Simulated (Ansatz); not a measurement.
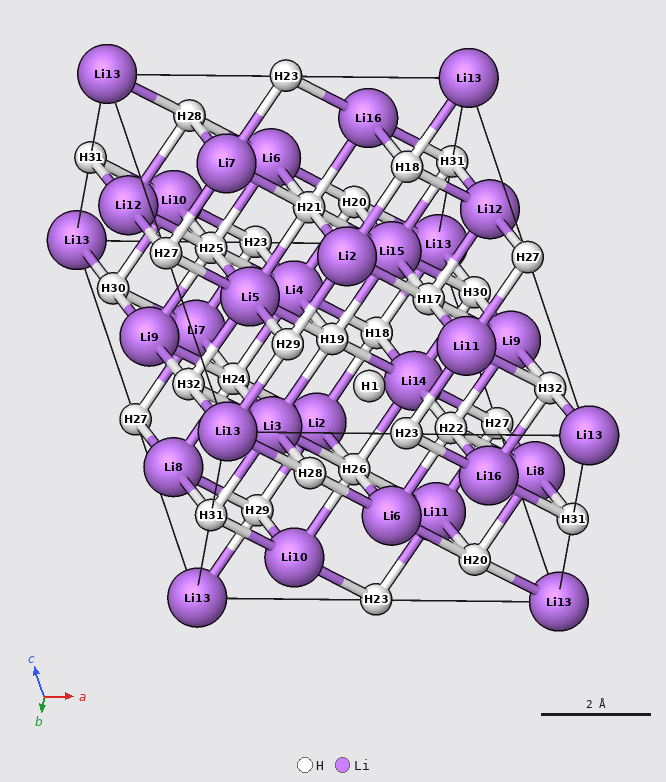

Fig. 1: The structure as given in the input (ball-and-stick view of the cell of the calculation, seen at an oblique angle; atoms are numbered from 1 in the order of the input).

## Two runs on Li15H17

System: Li15H17 (defect cell, 32 atoms in the cell, total charge +1).
Method of run A: DFT PBE, scalar-relativistic, plane waves, PAW, spin-polarised (Ansatz 0.2.0).

The structure derives from a Materials Project entry. Text and figures count atoms from 1; the logs count them from 0 in places.

The input, run A:
```yaml
crystal:
  lattice:
    - [4.0071000521, -4.0071000521, -4.0071000521]
    - [-4.0071000521, 4.0071000521, -4.0071000521]
    - [4.0071000521, 4.0071000521, 4.0071000521]
  atoms:
    - { symbol: H, position: [0.5, 0.25, 0.25], spin: 0.143 }
    - { symbol: Li, position: [0.5, 0.0024023336, 0.4975976664] }
    - { symbol: Li, position: [0.2524023336, 0.4975976664, 0.25] }
    - { symbol: Li, position: [0.5, 0.75, 0.75] }
    - { symbol: Li, position: [0.2524023336, 0.25, 0.4975976664] }
    - { symbol: Li, position: [0.5, 0.4975976664, 0.0024023336] }
    - { symbol: Li, position: [0.2524023336, 0.0024023336, 0.7548046672] }
    - { symbol: Li, position: [0.0, 0.75, 0.25] }
    - { symbol: Li, position: [-0.0048046672, 0.4975976664, 0.4975976664] }
    - { symbol: Li, position: [0.2524023336, 0.7548046672, 0.0024023336] }
    - { symbol: Li, position: [0.7475976664, 1.0024023336, 0.25] }
    - { symbol: Li, position: [0.0, 0.25, 0.75] }
    - { symbol: Li, position: [0.0048046672, 0.0024023336, 0.0024023336] }
    - { symbol: Li, position: [0.7475976664, 0.7451953328, 0.4975976664] }
    - { symbol: Li, position: [0.7475976664, 0.4975976664, 0.7451953328] }
    - { symbol: Li, position: [0.7475976664, 0.25, 0.0024023336] }
    - { symbol: H, position: [0.7462046499, 0.25, 0.4962046499], spin: 0.143 }
    - { symbol: H, position: [0.75, 0.0, 0.75] }
    - { symbol: H, position: [0.5, 0.4962046499, 0.4962046499], spin: 0.143 }
    - { symbol: H, position: [0.75, 0.75, 0.0] }
    - { symbol: H, position: [0.5, 0.25, 0.75] }
    - { symbol: H, position: [0.7462046499, 0.4962046499, 0.25], spin: 0.143 }
    - { symbol: H, position: [0.5, 0.0037953501, 0.0037953501], spin: 0.143 }
    - { symbol: H, position: [0.25, 0.75, 0.5] }
    - { symbol: H, position: [0.25, 0.5, 0.75] }
    - { symbol: H, position: [0.5, 0.75, 0.25] }
    - { symbol: H, position: [0.0, 0.0, 0.5] }
    - { symbol: H, position: [0.2537953501, 0.25, 0.0037953501], spin: 0.143 }
    - { symbol: H, position: [0.2537953501, 0.0037953501, 0.25], spin: 0.143 }
    - { symbol: H, position: [0.0, 0.75, 0.75] }
    - { symbol: H, position: [0.0, 0.5, 0.0] }
    - { symbol: H, position: [0.0, 0.25, 0.25] }
  host:
    lattice:
      - [0.0, 2.003550026, 2.003550026]
      - [2.003550026, 0.0, 2.003550026]
      - [2.003550026, 2.003550026, 0.0]
    atoms:
      - { symbol: Li, position: [0.0, 0.0, 0.0] }
      - { symbol: H, position: [0.5, 0.5, 0.5] }
total_charge: 1
basis:
  ecutwfc: 420
  xc_grid: 2
kpoints:
  mp_grid: { grid: [2, 2, 2], shift: [0.5, 0.5, 0.5] }
hamiltonian:
  xc: pbe
scf:
  occupations: { method: gaussian, width: 0.01 }
output:
  forces: true
  stress: false
  eigenvalues: true
  populations: true
  charged_corrections:
    defect_position: [0.5, 0.25, 0.25]
    epsilon: [[14.9362, 0.0, 0.0], [0.0, 14.9362, 0.0], [0.0, 0.0, 14.9362]]
  write_density: true
  write_potential: true
  elf: true
  volumetric_format: npy
magnetization:
  spin_polarized: true
relax:
  adjacent_minimum: "off"
  f_tol: 0.025
  max_steps: 45
```

Launched with:
```bash
ansatz run input.yaml --threads 4 --pin off --max-ram 6144MiB --backend cpu --events-out ev --progress --plain --runs-dir out
```

Hardware: 4 threads of Intel Xeon (Sapphire Rapids), 128 GiB of memory available, shared host.

Output, shortened to warnings, some set-up lines, iterations and results (run A):
```
Basis set: ecut = 420 eV, 5017 PW (Γ), exchange–correlation on 96×96×96 points (8 copies of the dense FFT grid, shifted against one another)
Symmetry: 48 space group operations
k-points: 2 of 8
[...]
SCF iter   1: F=—  HF=-3352.670587 eV  |F-HF|=—  |Δ(HF+E_count)|=         —  Δρ=3.08e-2 (↑3.08e-2 ↓2.83e-2)  dr2=1.08e1  dr2_m=1.88e-2  M=0.637 μB ∫|m|=0.655 μB  β_m=0.30  …
SCF iter   2: F=—  HF=-3350.559075 eV  |F-HF|=—  |Δ(HF+E_count)|=    2.11e0  Δρ=2.10e-2 (↑2.10e-2 ↓1.70e-2)  dr2=4.21e0  dr2_m=1.62e-2  M=1.000 μB ∫|m|=1.008 μB  β_m=0.30  …
SCF iter   3: F=—  HF=-3349.518835 eV  |F-HF|=—  |Δ(HF+E_count)|=    1.04e0  Δρ=5.69e-3 (↑5.07e-3 ↓5.69e-3)  dr2=3.11e-1  dr2_m=1.62e-2  M=1.000 μB ∫|m|=1.011 μB  β_m=0.30  …
SCF iter   4: F=—  HF=-3349.508453 eV  |F-HF|=—  |Δ(HF+E_count)|=   1.04e-2  Δρ=3.96e-3 (↑3.96e-3 ↓2.57e-3)  dr2=8.69e-2  dr2_m=7.69e-3  M=1.000 μB ∫|m|=1.014 μB  β_m=0.30  …
SCF iter   5: F=—  HF=-3349.516807 eV  |F-HF|=—  |Δ(HF+E_count)|=   8.35e-3  Δρ=1.82e-3 (↑1.44e-3 ↓1.82e-3)  dr2=2.34e-3  dr2_m=4.88e-3  M=1.000 μB ∫|m|=1.017 μB  β_m=0.30  …
[... 14 lines ...]
SCF iter   5: F=-3349.533872 eV  HF=-3349.533872 eV  |F-HF|=4.12e-8  |Δ(HF+E_count)|=   9.02e-7  Δρ=3.51e-6 (↑3.15e-6 ↓3.51e-6)  dr2=5.10e-8  dr2_m=1.29e-8  M=1.000 μB …
SCF iter   6: F=-3349.533872 eV  HF=-3349.533872 eV  |F-HF|=1.56e-9  |Δ(HF+E_count)|=   6.33e-8  Δρ=8.05e-7 (↑8.05e-7 ↓4.85e-7)  dr2=1.15e-9  dr2_m=7.02e-10  M=1.000 μB …
SCF iter   7: F=-3349.533872 eV  HF=-3349.533872 eV  |F-HF|=2.65e-10  |Δ(HF+E_count)|=   2.52e-9  Δρ=2.91e-7 (↑2.32e-7 ↓2.91e-7)  dr2=4.03e-11  dr2_m=1.54e-10  M=1.000 μB …
SCF 2 converged in 7 iterations: F = -3349.533872 eV  dr2 = 4.03e-11
relax step   2: F+E_penalty+E_count = -3349.53387238 eV  Δ(F+E_penalty+E_count) = -4.061e-3 eV  max|allowed force component| = 1.866e-3 eV/Å  Δτ_max = 0.0291 Å  (7 SCF iters, …
SCF converged after 7 iterations
Magnetization: 1.0000 μB (31.0000 up, 30.0000 down)
Absolute magnetization: 1.0634 μB (∫|ρ↑−ρ↓|, with the PAW one-centre terms)
Spin contamination: 0.0028 ħ² per cell (⟨S²⟩ above its minimum at these occupations)
Per-site moments (μB) at R_I (Å): [(-0.011584000941697727, 0.8019219514825707), (0.0011952135922644214, 0.817595397092153), (0.0011952135922644205, 0.817595397092153), (-0.0004251583739960603, 0.8264643857456251), (0.001195213592264414, 0.817595397092153), (0.001195213592264398, …
Free energy (F): -3349.533872 eV
Harris-Foulkes:  -3349.533872 eV  (|F-HF|=2.65e-10)
Internal energy: -3349.531944 eV  (E = F + TS)
E sigma→0 (E₀):  -3349.532908 eV
Entropy (-TS):   -0.001928 eV (-0.060 meV/atom)
Fermi energy:    0.441228 eV
--- Per-component energies (eV) ---
  E_band       = -1366.441756
  E_kinetic    = 547.555309
  E_local      = -1907.955509  (includes V_loc(G=0)·N_el)
  E_nonlocal   = -474.826792
  E_hartree    = 533.763919
  E_xc         = -308.151348
  E_vxc        = -397.732715  (∫ρ·V_xc dr)
  E_paw        = -323.493732  (= ΣΔE_a)
  E_vpaw       = -200.991143  (= ΣTr[D̂ρ^β])
  E_aug_tail   = -0.018763  (compensation charges beyond the density's cutoff)
  E_ewald      = -1416.405028
  E_smearing   = -0.001928  (= −TS)
  E_closure    = 0.000000  (closes the sum)
  E_deformation_potential = 11.597717  (in the stress; not in F)
  Σ components = -3349.533872   (vs F -3349.533872, Δ=0.00e0)
--- Forces (eV/Å), atoms counted from 1 ---
  atom   1  H      0.00000000    -0.00000000     0.00000000
[...]
```

For run B the input was changed thus:
```diff
-total_charge: 1
+total_charge: -1
-  write_density: true
-  write_potential: true
-  elf: true
-  volumetric_format: npy
```

What does this change do to the results?

The total energies belong to different systems, so their difference says nothing on which is more stable or more accurate. A gap of 1.65 eV opens on the mesh, where run A has none. A charged cell is computed with a uniform neutralising background, so its energy and pressure depend on the cell and aren't those of a real crystal. The SCF takes 23 iterations over all geometry steps against 20.

Output, shortened to warnings, some set-up lines, iterations and results (run B):
```
Basis set: ecut = 420 eV, 5017 PW (Γ), exchange–correlation on 96×96×96 points (8 copies of the dense FFT grid, shifted against one another)
Symmetry: 48 space group operations
k-points: 2 of 8
[...]
SCF iter   1: F=—  HF=-3349.826074 eV  |F-HF|=—  |Δ(HF+E_count)|=         —  Δρ=3.28e-2 (↑2.93e-2 ↓3.28e-2)  dr2=8.68e0  dr2_m=1.64e-1  M=1.000 μB ∫|m|=1.014 μB  β_m=0.30  …
SCF iter   2: F=—  HF=-3348.171897 eV  |F-HF|=—  |Δ(HF+E_count)|=    1.65e0  Δρ=2.22e-2 (↑1.99e-2 ↓2.22e-2)  dr2=4.02e0  dr2_m=1.03e-1  M=1.000 μB ∫|m|=1.015 μB  β_m=0.30  …
SCF iter   3: F=—  HF=-3346.836820 eV  |F-HF|=—  |Δ(HF+E_count)|=    1.34e0  Δρ=7.43e-3 (↑7.43e-3 ↓4.67e-3)  dr2=5.63e-2  dr2_m=6.50e-2  M=1.000 μB ∫|m|=1.015 μB  β_m=0.30  …
SCF iter   4: F=—  HF=-3346.898368 eV  |F-HF|=—  |Δ(HF+E_count)|=   6.15e-2  Δρ=5.18e-3 (↑5.18e-3 ↓3.81e-3)  dr2=2.05e-2  dr2_m=3.90e-2  M=1.000 μB ∫|m|=1.022 μB  β_m=0.30  …
SCF iter   5: F=—  HF=-3346.943052 eV  |F-HF|=—  |Δ(HF+E_count)|=   4.47e-2  Δρ=3.20e-3 (↑3.13e-3 ↓3.20e-3)  dr2=1.68e-3  dr2_m=2.29e-2  M=1.000 μB ∫|m|=1.029 μB  β_m=0.30  …
[... 19 lines ...]
SCF iter   4: F=—  HF=-3347.413677 eV  |F-HF|=—  |Δ(HF+E_count)|=   2.73e-5  Δρ=4.10e-6 (↑4.03e-6 ↓4.10e-6)  dr2=6.39e-8  dr2_m=2.08e-8  M=1.000 μB ∫|m|=1.074 μB  β_m=0.89  …
SCF iter   5: F=-3347.413677 eV  HF=-3347.413677 eV  |F-HF|=3.85e-9  |Δ(HF+E_count)|=   7.06e-8  Δρ=9.60e-7 (↑9.05e-7 ↓9.60e-7)  dr2=3.78e-9  dr2_m=1.33e-9  M=1.000 μB …
SCF iter   6: F=-3347.413677 eV  HF=-3347.413677 eV  |F-HF|=1.70e-10  |Δ(HF+E_count)|=   5.91e-9  Δρ=2.21e-7 (↑2.21e-7 ↓1.33e-7)  dr2=1.35e-10  dr2_m=4.04e-11  M=1.000 μB …
SCF 3 converged in 6 iterations: F = -3347.413677 eV  dr2 = 1.35e-10
relax step   3: F+E_penalty+E_count = -3347.41367660 eV  Δ(F+E_penalty+E_count) = -6.975e-3 eV  max|allowed force component| = 2.741e-3 eV/Å  Δτ_max = 0.0155 Å  (6 SCF iters, …
SCF converged after 6 iterations
Magnetization: 1.0000 μB (32.0000 up, 31.0000 down)
Absolute magnetization: 1.0744 μB (∫|ρ↑−ρ↓|, with the PAW one-centre terms)
Spin contamination: 0.0041 ħ² per cell (⟨S²⟩ above its minimum at these occupations)
Per-site moments (μB) at R_I (Å): [(0.5628216288223831, 0.8930154058552564), (0.0002102733989428751, 0.8167545145403503), (0.00021027339894283192, 0.8167545145403504), (0.00482520378626584, 0.7599133656359937), (0.0002102733989429126, 0.8167545145403504), (0.00021027339894285843, …
Free energy (F): -3347.413677 eV
Harris-Foulkes:  -3347.413677 eV  (|F-HF|=1.70e-10)
Internal energy: -3347.413677 eV  (E = F + TS)
E sigma→0 (E₀):  -3347.413677 eV
Fermi energy:    2.358717 eV
--- Per-component energies (eV) ---
  E_band       = -1371.552385
  E_kinetic    = 574.807880
  E_local      = -1926.956683  (includes V_loc(G=0)·N_el)
  E_nonlocal   = -472.591507
  E_hartree    = 539.357203
  E_xc         = -328.119640
  E_vxc        = -423.749417  (∫ρ·V_xc dr)
  E_paw        = -324.360505  (= ΣΔE_a)
  E_vpaw       = -201.756944  (= ΣTr[D̂ρ^β])
  E_aug_tail   = -0.020052  (compensation charges beyond the density's cutoff)
  E_ewald      = -1409.530372
  E_smearing   = -0.000000  (= −TS)
  E_closure    = -0.000000  (closes the sum)
  E_deformation_potential = -11.597717  (in the stress; not in F)
  Σ components = -3347.413677   (vs F -3347.413677, Δ=0.00e0)
--- Forces (eV/Å), atoms counted from 1 ---
  atom   1  H      0.00000000    -0.00000000     0.00000000
[...]
```

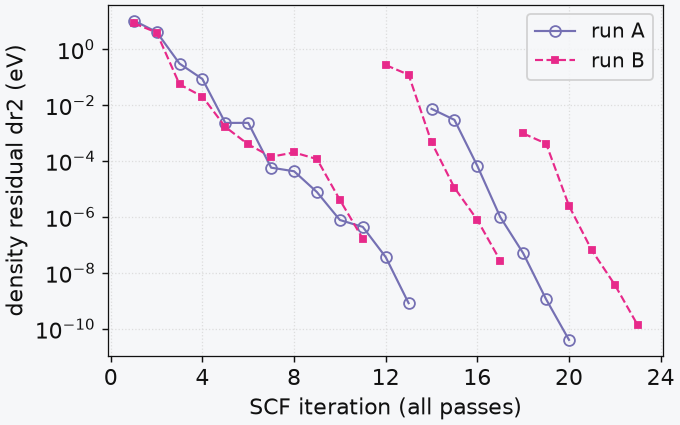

Fig. 2: Convergence of the two runs: density residual dr2 against the SCF iteration. A break in a curve parts two SCF passes. Run A takes 20 iterations in all, and run B takes 23.

The two runs side by side:

| quantity | run A | run B |
| --- | --- | --- |
| outcome | converged | converged |
| free energy per atom (eV) | −104.6729 | −104.6067 |
| gap on the mesh (eV) | 0.00 | 1.65 |
| net moment of the cell (μB) | 1.00 | 1.00 |
| absolute moment of the cell (μB) | 1.06 | 1.07 |
| largest force (eV/Å) | 0.003 | 0.003 |
| SCF iterations | 20 | 23 |
| irreducible k-points | 2 | 2 |
| wall time (shared host) | 5.8 s | 6.1 s |

For run A: Warnings: some starting moments were not kept. The k-point mesh is coarse for a cell of this size, so the results may not be converged.
